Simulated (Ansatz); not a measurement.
Here is a crystal structure:

```
Hf N
1.0
     3.14430    0.00000    0.00000
    -1.57215    2.72304    0.00000
     0.00000    0.00000    5.42524
Hf N
2 2
Direct
  0.66667 0.33333 0.75000
  0.33333 0.66667 0.25000
  0.00000 0.00000 0.00000
  0.00000 0.00000 0.50000
```

### What does this file describe?

The material is HfN. It belongs to space group P6_3/mmc (No. 194) and has a primitive hexagonal lattice. The structure type is anti-NiAs type. In the cell are 2 Hf, 2 N, which makes 2 formula units.

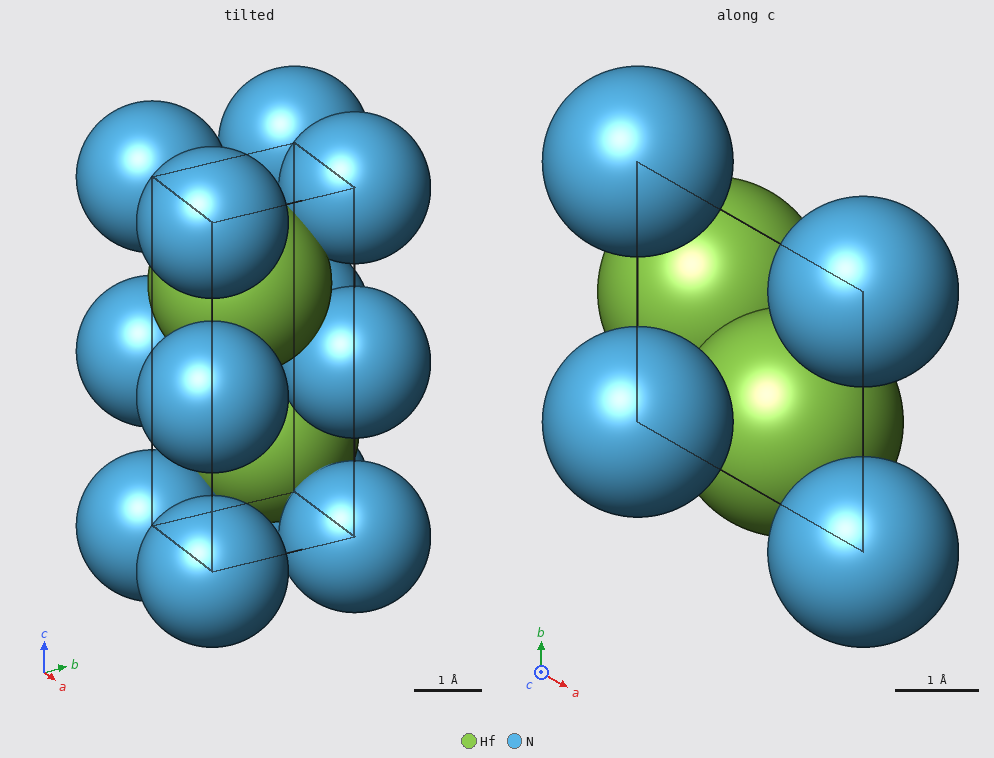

The figure gives a space-filling picture of the atoms, viewed slightly off an axis and along the c axis. One conventional unit cell is framed, with atoms on its boundary repeated. Colours: hafnium green, nitrogen blue.

Origin of the cell: a structure listed in the Materials Project. Earlier steps of the study may have refined or changed the cell and positions. An electronic-structure calculation with Ansatz was run on it.
